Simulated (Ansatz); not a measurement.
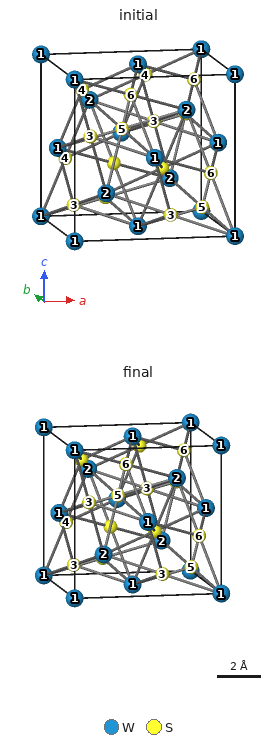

The structure of solid WS2 (built on the cubic Laves (C15)_227 type) (coarse preliminary run) before (top) and after (bottom) a relaxation, at one scale.

The picture is a ball-and-stick view of the conventional cell (4 times the calculation's cell), seen slightly off an axis. Lengths and directions refer to the drawn axes.

Case: cubic Laves (C15) type (Fd-3m, No. 227).

Method: Ansatz 0.2.0, DFT r2SCAN, scalar-relativistic, plane waves, PAW.

Input
```yaml
crystal:
  lattice:
    - [0.0, 3.8549301499, 3.8549301499]
    - [3.8549301499, 0.0, 3.8549301499]
    - [3.8549301499, 3.8549301499, 0.0]
  atoms:
    - { symbol: W, position: [0.0, 0.0, 0.0] }
    - { symbol: W, position: [0.25, 0.25, 0.25] }
    - { symbol: S, position: [0.625, 0.625, 0.625] }
    - { symbol: S, position: [0.125, 0.625, 0.625] }
    - { symbol: S, position: [0.625, 0.625, 0.125] }
    - { symbol: S, position: [0.625, 0.125, 0.625] }
basis:
  ecutwfc: 500
kpoints:
  mp_grid: { grid: [4, 4, 4] }
hamiltonian:
  xc: r2scan
scf:
  occupations: { method: gaussian, width: 0.1 }
  lower_state_search: "off"
output:
  forces: true
  stress: true
  eigenvalues: true
relax:
  adjacent_minimum: "off"
  f_tol: 0.04
  max_steps: 70
  cell: { stress_tol: 0.4 }
```

Launched with:
```bash
ansatz run input.yaml --threads 1 --pin off --max-ram 2560MiB --backend cpu --events-out ev --progress --plain --runs-dir out
```

Describe what moved and what it gained.

No atom moves by more than 0.005 Å relative to the cell. The volume changes by −23.4 %, with a = b = c 7.710 → 7.054 Å (−8.5 %). Among the contacts that change: W1–W2 3.338 → 3.054 Å, W1–S3 3.196 → 2.924 Å. The space group stays Fd-3m (No. 227). After 4 accepted moves (5 points after the start) the energy has fallen by 357 meV per atom. All forces vanish by symmetry, so only the cell relaxes. Pressure: −19.85 GPa at the start and −0.02 GPa at the end. At 1 point the geometry stayed and the basis and grid were re-selected for the new cell (energy shift of 1.2 meV per atom at most each time).
